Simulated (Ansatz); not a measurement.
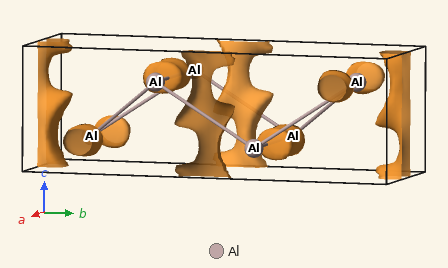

Figure. Al. Isosurface of the ELF at 0.7 (orange), seen slightly off an axis. Core shells and regions of very low density are left out. Sticks mark near contacts.

Space group C2/c; set up as Al, beta-Sn type; a generated structure, not necessarily the stable one; changed on purpose from its base cell (volume × 1.08); computed pressure about −5 GPa in this cell.

Method: DFT, LDA (PW92), plane waves (420 eV) with PAW, scalar-relativistic (Ansatz 0.2.0).

Core electrons are frozen (PAW), and the valence fields are smoothed inside the atomic spheres.

Input

```
crystal:
  lattice:
    - [-3.3380476298, 2.9247188098, 1.3876954399]
    - [2.9247188098, -3.3380476298, 1.3876954399]
    - [2.425600011, 2.425600011, -2.1447079306]
  atoms:
    - { symbol: Al, position: [0.9895142962, 0.0104857038, 0.0] }
    - { symbol: Al, position: [0.7604857038, 0.2395142962, 0.5] }
hamiltonian:
  xc: lda
  pseudopotentials:
    kind: paw
    azcp:
      Al: "pseudopotentials/Al.paw.azcp"
basis:
  ecutwfc: 420
  fft_grid_basis: typed
kpoints:
  mp_grid: { grid: [18, 18, 12], shift: [0, 0, 0] }
magnetization:
  spin_polarized: false
scf:
  occupations: { method: fermi_dirac, width: 0.1 }
  lower_state_search: "off"
output:
  stress: true
  write_density: true
  write_potential: true
  elf: true
  volumetric_format: npy
```

Below, planes, directions and counts refer to the conventional cell (a = 2.84 Å, b = 8.86 Å, c = 2.91 Å, α = 90.00°, β = 90.60°, γ = 90.00°).

### Where are the electrons localised?

The surface consists of four regions between bonded Al–Al atoms and channels that run through the cell in one direction, counted in one cell of 4 atoms. Any copies at cell faces, edges or corners count once. Profiles from the grid: Al–Al (2.81 Å): the ELF peaks at about 0.80 between the atoms. Al–Al (2.86 Å): the ELF peaks at about 0.65 between the atoms.
